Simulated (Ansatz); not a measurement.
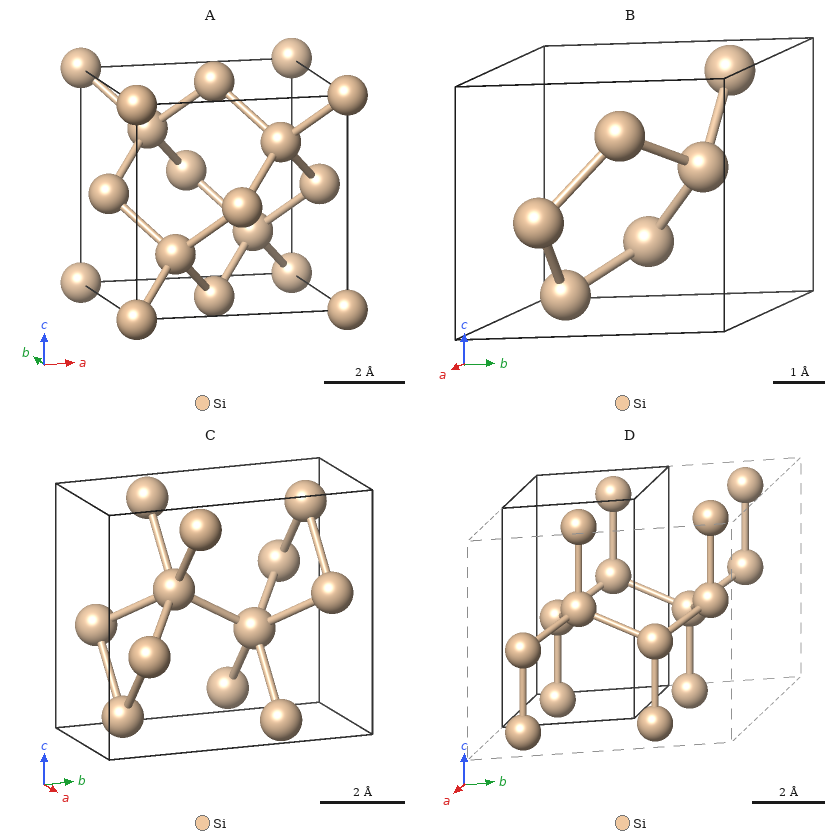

Four structures of Si, each relaxed to rest (conventional cells in solid outline, small ones repeated, each panel with its own scale). Method: DFT PBE, scalar-relativistic, plane waves, PAW (Ansatz 0.2.0), without spin polarisation.

What are the structures shown?

A: diamond, Fd-3m; B: 6 atoms a cell on a primitive hexagonal lattice, P6_122; C: 8 atoms a cell on a base-centred orthorhombic lattice, Cmce; D: hexagonal diamond (lonsdaleite type), P6_3/mmc.

Rank them by energy, lowest first.

A, then D (+11 meV/atom), B (+53 meV/atom) and C (+316 meV/atom), energies at zero smearing.

Collect the results in a table.

| panel | structure | E − E(lowest) (meV/atom) | volume (Å³/atom) | gap (eV) |
| --- | --- | --- | --- | --- |
| A | Fd-3m | 0 | 20.5 | 0.62 |
| D | P6_3/mmc | 11 | 20.4 | 0.45 |
| B | P6_122 | 53 | 22.2 | 1.51 |
| C | Cmce | 316 | 17.7 | metal |

Some of these may be structure types tried for this composition rather than known phases, and the most stable form need not be among them. Gaps are taken on the k-mesh or band path of each run.
